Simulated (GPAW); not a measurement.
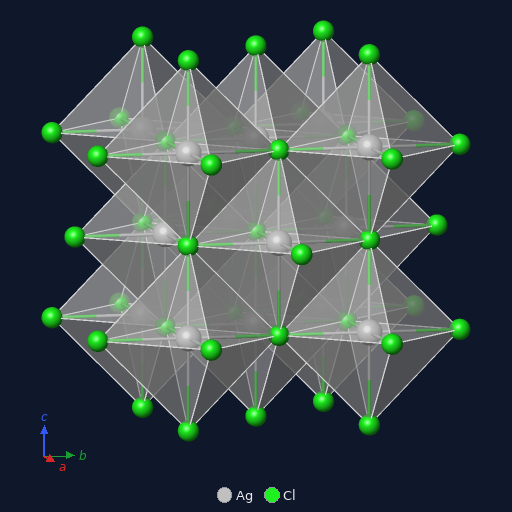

System: AgCl, space group Fm-3m (No. 225). The picture shows the conventional cell.

Starting cell:
```yaml
crystal:
  lattice:
    - [0.00000, 2.73500, 2.73500]
    - [2.73500, 0.00000, 2.73500]
    - [2.73500, 2.73500, 0.00000]
  atoms:
    - { symbol: Ag, position: [0.00000, 0.00000, 0.00000] }
    - { symbol: Cl, position: [0.50000, 0.50000, 0.50000] }
```

How it was computed, with GPAW 26.7.0: PAW DFT in plane waves, on a grid or in atomic orbitals, no spin polarisation; energies at scaled volumes of the given cell, shape and fractions fixed, counted from the fit's minimum, third-order Birch-Murnaghan fit. Level: PBEsol.

```
         setting                                                value
          k mesh                                                8×8×8
     occupations                                          Fermi–Dirac
  smearing width                                              0.05 eV
      potentials  PAW data sets made by gpaw setup for the functional
     wave cutoff                                               600 eV
program settings                                             basis pw
```

Predict the energy and pressure against volume. The volume takes the values 19.23, 19.64, 20.05, 20.46, 20.87, 21.28, 21.69 Å³/atom.

A third-order Birch–Murnaghan fit gives V0 = 20.28 Å³/atom, B0 = 56.4 GPa and B′ = 5.3. The energy is 10.67 meV/atom at volume 19.23 Å³/atom and 14.93 meV/atom at 21.69 Å³/atom; the lowest computed point is at volume 20.46 Å³/atom (0.28 meV/atom), and no other minimum shows. The pressure falls from 3.34 GPa at volume 19.23 Å³/atom to −3.26 GPa at 21.69 Å³/atom, and changes sign near 20.25 Å³/atom.

```tsv
volume (Å³/atom)	energy (meV/atom)	pressure (GPa)
19.23	10.67	3.34
19.64	3.80	1.87
20.05	0.47	0.56
20.46	0.28	-0.58
20.87	2.82	-1.59
21.28	7.81	-2.48
21.69	14.93	-3.26
```

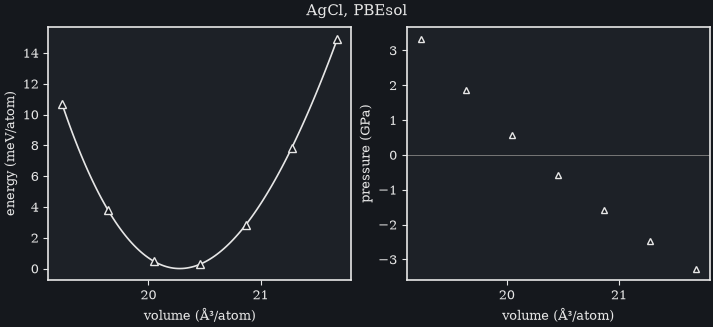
